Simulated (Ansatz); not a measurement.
Al

```
CELL_PARAMETERS angstrom
2.72184 0.00000 0.00000
0.00000 2.72184 0.00000
0.00000 0.00000 2.72184
ATOMIC_POSITIONS crystal
Al 0.00000 0.00000 0.00000
```

Space group Pm-3m; set up as Al, simple cubic; a generated structure, not necessarily the stable one; computed without spin polarisation.

Level of theory: Ansatz, DFT, HSE06, plane waves (420 eV) with PAW, scalar-relativistic.

In a PAW calculation such maps are meaningful between the atoms, not at the nuclei.

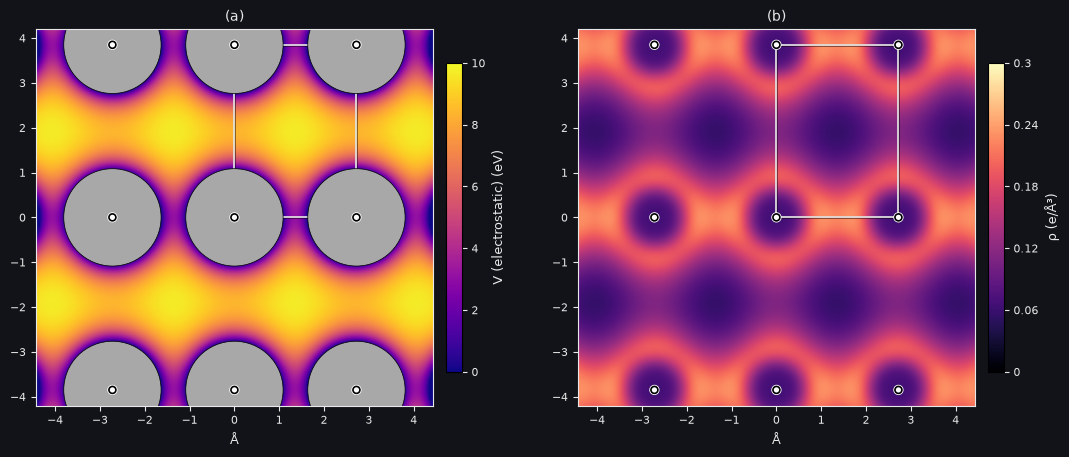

Figure 1. (a) electrostatic potential (local pseudopotential plus Hartree) felt by an electron; (b) valence pseudo-density on the (101) plane of the conventional cell. Circles mark the nuclei in the plane (Al). Grey discs cover the atomic cores in the potential map.

**Describe what can be read from this map.**

- The section cuts through Al sites.
- Al–Al (2.72 Å): ρ is about 0.22 e/Å³ halfway.
- Between the atoms the lowest density in this plane is 0.06 e/Å³.
- Outside the cores the potential energy rises away from the atoms and is highest about 2.3 Å from the nearest atoms; its zero is arbitrary.

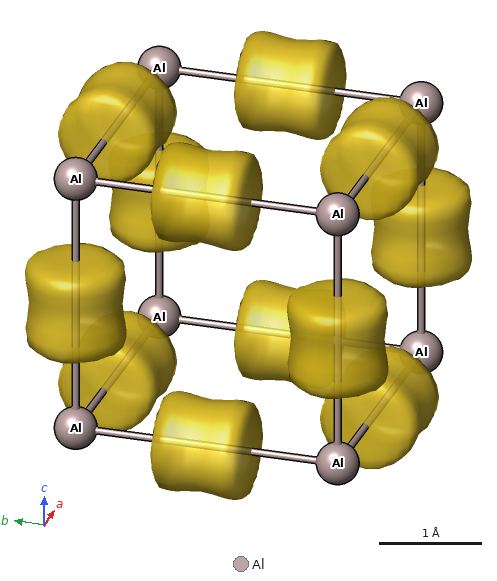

Figure 2. Isosurface of the ELF at 0.7 (yellow), seen at an oblique angle. Core shells and regions of very low density are left out. Sticks mark near contacts.

**Describe the localisation domains.**

The surface consists of three regions between bonded Al–Al atoms, counted in one cell of 1 atoms. Any copies at cell faces, edges or corners count once. Along the contacts the grid gives the following. Al–Al (2.72 Å): the ELF peaks at about 0.80 between the atoms.

**Does the calculation make it a metal, or give it a gap?**

It is metallic or semimetallic at this level of theory: no gap opens.
